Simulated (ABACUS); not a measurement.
Single-point calculation at one volume of an equation of state, with input and output: BN (part 2 of 2)

The same run, continued: BN (F-43m, 2 atoms in the cell); Kohn-Sham DFT of a periodic cell, PBE, PseudoDojo NC SR 0.4.1 PBE standard, no spin polarisation (ABACUS 3.10.1); cutoff 1360.57 eV, 13×13×13 k-mesh, fermi-dirac of 0.05 eV. The structure derives from a Materials Project entry. It belongs to a series of runs on one base structure; here: volume scaled by 1.02.

Geometry of the input (Å; fractional positions):
```
0.0000  1.8250  1.8250
1.8250  0.0000  1.8250
1.8250  1.8250  0.0000
N  0.2500  0.2500  0.2500
B  0.0000  0.0000  0.0000
```

### Log, continued
```
 LCAO ALGORITHM --------------- ION=   1  ELEC=   1--------------------------------

 Density error is 0.171232271824
----------------------------------------------------------
     Energy           Rydberg                 eV
----------------------------------------------------------
 E_KohnSham     -26.7327262015       -363.7173994140
 E_Harris       -25.7151860573       -349.8730555100
 E_Fermi        0.9450022837         12.8574156816
----------------------------------------------------------

 LCAO ALGORITHM --------------- ION=   1  ELEC=   2--------------------------------

 Density error is 0.0823257302459
----------------------------------------------------------
     Energy           Rydberg                 eV
----------------------------------------------------------
 E_KohnSham     -26.7777654445       -364.3301897526
 E_Harris       -27.2510049931       -370.7689441326
 E_Fermi        1.0461862354         14.2340939704
----------------------------------------------------------

 LCAO ALGORITHM --------------- ION=   1  ELEC=   3--------------------------------

 Density error is 0.0191182378753
----------------------------------------------------------
     Energy           Rydberg                 eV
----------------------------------------------------------
 E_KohnSham     -26.7887715251       -364.4799351610
 E_Harris       -26.7278967764       -363.6516917149
 E_Fermi        1.0292286495         14.0033741781
----------------------------------------------------------

 LCAO ALGORITHM --------------- ION=   1  ELEC=   4--------------------------------

 Density error is 0.00188270049804
----------------------------------------------------------
     Energy           Rydberg                 eV
----------------------------------------------------------
 E_KohnSham     -26.7888194249       -364.4805868720
 E_Harris       -26.7928341720       -364.5352103090
 E_Fermi        1.0382562900         14.1262015287
----------------------------------------------------------

 LCAO ALGORITHM --------------- ION=   1  ELEC=   5--------------------------------

 Density error is 0.00019939874755
----------------------------------------------------------
     Energy           Rydberg                 eV
----------------------------------------------------------
 E_KohnSham     -26.7888205470       -364.4806021380
 E_Harris       -26.7893108106       -364.4872725172
 E_Fermi        1.0381957150         14.1253773629
----------------------------------------------------------

 LCAO ALGORITHM --------------- ION=   1  ELEC=   6--------------------------------

 Density error is 2.78102464279e-05
----------------------------------------------------------
     Energy           Rydberg                 eV
----------------------------------------------------------
 E_KohnSham     -26.7888205664       -364.4806024030
 E_Harris       -26.7886832130       -364.4787336139
 E_Fermi        1.0381607530         14.1249016806
----------------------------------------------------------

 LCAO ALGORITHM --------------- ION=   1  ELEC=   7--------------------------------

 Density error is 3.16206721067e-06
----------------------------------------------------------
     Energy           Rydberg                 eV
----------------------------------------------------------
 E_KohnSham     -26.7888205671       -364.4806024120
 E_Harris       -26.7888366487       -364.4808212139
 E_Fermi        1.0381776607         14.1251317216
----------------------------------------------------------

 LCAO ALGORITHM --------------- ION=   1  ELEC=   8--------------------------------

 Density error is 1.27685703732e-07
----------------------------------------------------------
     Energy           Rydberg                 eV
----------------------------------------------------------
 E_KohnSham     -26.7888205671       -364.4806024121
 E_Harris       -26.7888212474       -364.4806116683
 E_Fermi        1.0381759610         14.1251085966
----------------------------------------------------------

 LCAO ALGORITHM --------------- ION=   1  ELEC=   9--------------------------------

 Density error is 4.54447822839e-08
----------------------------------------------------------
     Energy           Rydberg                 eV
----------------------------------------------------------
 E_KohnSham     -26.7888205671       -364.4806024121
 E_KS(sigma->0) -26.7888205671       -364.4806024121
 E_Harris       -26.7888203286       -364.4805991669
 E_band         1.7297682294         23.5347041388
 E_one_elec     4.3904844247         59.7356051565
 E_Hartree      3.5959935010         48.9260015850
 E_xc           -8.6872095278        -118.1955492978
 E_Ewald        -26.0880889651       -354.9466598559
 E_entropy(-TS) -0.0000000000        -0.0000000000
 E_descf        0.0000000000         0.0000000000
 E_exx          0.0000000000         0.0000000000
 E_Fermi        1.0381758472         14.1251070474
----------------------------------------------------------

 charge density convergence is achieved
 final etot is -364.48060241 eV
 EFERMI = 14.125107047 eV

 STATE ENERGY(eV) AND OCCUPATIONS    NSPIN == 1
 1/84 kpoint (Cartesian) = 0.0000 0.0000 0.0000 (352 pws)
       1       -9.13934    0.000910332
       2        10.6742    0.000910332
       3        10.6742    0.000910332
       4        10.6742    0.000910332
       5        19.3812    2.02081e-49
       6        19.3812    2.02081e-49
       7        19.3812    2.02081e-49
       8        21.4093    4.89093e-67

 2/84 kpoint (Cartesian) = 0.021075 0.021075 0.021075 (346 pws)
       1       -9.07219     0.00728266
       2        9.92286     0.00728266
       3        10.5235     0.00728266
       4        10.5235     0.00728266
       5        19.5878    2.59375e-50
       6        19.6101    1.66106e-50
       7        19.6101    1.66106e-50
       8        21.8275    9.12690e-70

 3/84 kpoint (Cartesian) = 0.042149 0.042149 0.042149 (352 pws)
       1       -8.66555     0.00728266
       2        8.09953     0.00728266
       3        10.1463     0.00728266
       4        10.1463     0.00728266
       5        19.8782    7.79405e-53
       6        20.1650    2.51441e-55
       7        20.1650    2.51441e-55
       8        22.9063    3.88756e-79

 4/84 kpoint (Cartesian) = 0.063224 0.063224 0.063224 (346 pws)
       1       -7.98800     0.00728266
       2        5.89285     0.00728266
       3        9.68852     0.00728266
       4        9.68852     0.00728266
       5        20.1134    7.05640e-55
       6        20.7525    1.98534e-60
       7        20.7525    1.98534e-60
       8        24.1112    1.33034e-89

 5/84 kpoint (Cartesian) = 0.084299 0.084299 0.084299 (346 pws)
       1       -7.08848     0.00728266
       2        3.68668     0.00728266
       3        9.26655     0.00728266
       4        9.26655     0.00728266
       5        20.3248    1.02903e-56
       6        21.1281    1.08459e-63
       7        21.1281    1.08459e-63
       8        25.0873        0.00000

 6/84 kpoint (Cartesian) = 0.10537 0.10537 0.10537 (349 pws)
       1       -6.07465     0.00728266
       2        1.74479     0.00728266
       3        8.95293     0.00728266
       4        8.95293     0.00728266
       5        20.4923    3.61142e-58
       6        21.2602    7.72139e-65
       7        21.2602    7.72139e-65
       8        25.7398        0.00000

[... levels at 78 further k points ...]

 correction force for each atom along direction 1 is -0.0826983
 correction force for each atom along direction 2 is -0.0317026
 correction force for each atom along direction 3 is -0.0404171
------------------------------------------------------------------------------------------
 TOTAL-FORCE (eV/Angstrom)
------------------------------------------------------------------------------------------
                        N1         0.0000000000         0.0000000000         0.0000000000
                        B1         0.0000000000         0.0000000000         0.0000000000
------------------------------------------------------------------------------------------

----------------------------------------------------------------
 TOTAL-STRESS (KBAR)
----------------------------------------------------------------
       -67.7936797492        -0.0000000000         0.0000000000
        -0.0000000000       -67.7936797492         0.0000000000
        -0.0000000000         0.0000000000       -67.7936797492
----------------------------------------------------------------
 TOTAL-PRESSURE: -67.793680 KBAR

 --------------------------------------------
 !FINAL_ETOT_IS -364.4806024121459131 eV
 --------------------------------------------
```

### File mulliken.txt
```
 0
CALCULATE THE MULLIkEN ANALYSIS FOR EACH ATOM
 Total charge:	8
Decomposed Mulliken populations
0                              Zeta of N              Spin 1
s                                      0              1.7246
s                                      1              0.0159
SUM OVER M+Zeta                                       1.7405

pz                                     0              1.2172
px                                     0              1.1996
py                                     0              1.2173
SUM OVER M                                            3.6341
pz                                     1             -0.0111
px                                     1              0.0009
py                                     1              0.0277
SUM OVER M                                            0.0175
SUM OVER M+Zeta                                       3.6516

dz^2                                   0              0.0255
dxz                                    0              0.0160
dyz                                    0              0.0132
dx^2-y^2                               0              0.0186
dxy                                    0              0.0175
SUM OVER M                                            0.0907
SUM OVER M+Zeta                                       0.0907

SUM OVER M+Zeta+L                                     5.4828

Total Charge on atom:                  N              5.4828


1                              Zeta of B              Spin 1
s                                      0              1.1767
s                                      1             -0.0590
SUM OVER M+Zeta                                       1.1178

pz                                     0              0.2288
px                                     0              0.3324
py                                     0              0.3568
SUM OVER M                                            0.9180
pz                                     1             -0.1685
px                                     1              0.0990
py                                     1              0.0578
SUM OVER M                                           -0.0117
SUM OVER M+Zeta                                       0.9062

dz^2                                   0              0.1107
dxz                                    0              0.0930
dyz                                    0              0.1014
dx^2-y^2                               0              0.0735
dxy                                    0              0.1146
SUM OVER M                                            0.4932
SUM OVER M+Zeta                                       0.4932

SUM OVER M+Zeta+L                                     2.5172

Total Charge on atom:                  B              2.5172
```

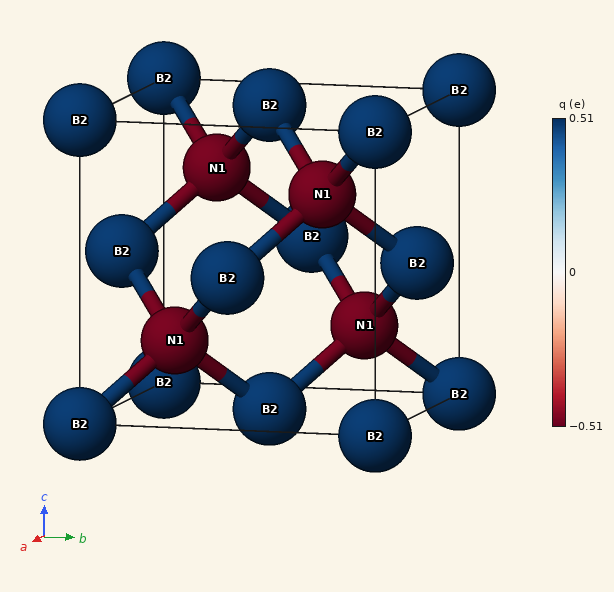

**Figure 1.** Mulliken charges, as the colour of each atom (ball-and-stick view of the cell 4 times as large as that of the calculation, set on its symmetry axes, seen slightly off an axis; atoms are numbered from 1 in the order of the input). By element: N −0.48 and B +0.48 e.

### Summary

```csv
quantity,value
outcome,converged
space group (tolerance 0.01 Å),F-43m (216)
electrons treated,8
free energy,−364.4806 eV
Fermi energy,14.125 eV
gap on the k-point mesh,4.59 eV
pressure,−6.78 GPa
largest force (length of the vector),under 0.001 eV/Å
hardware,"4 threads of INTEL XEON PLATINUM @ 2.10GHz (Emerald Rapids), 24 GiB of memory available, shared host"
wall time,3.6 s (CPU time 14 s)
peak memory,0.4 GiB
```

Points of doubt noted for this run: home made orbitals. The cell is under a tension of 6.8 GPa at this level, so it is not at its equilibrium volume.
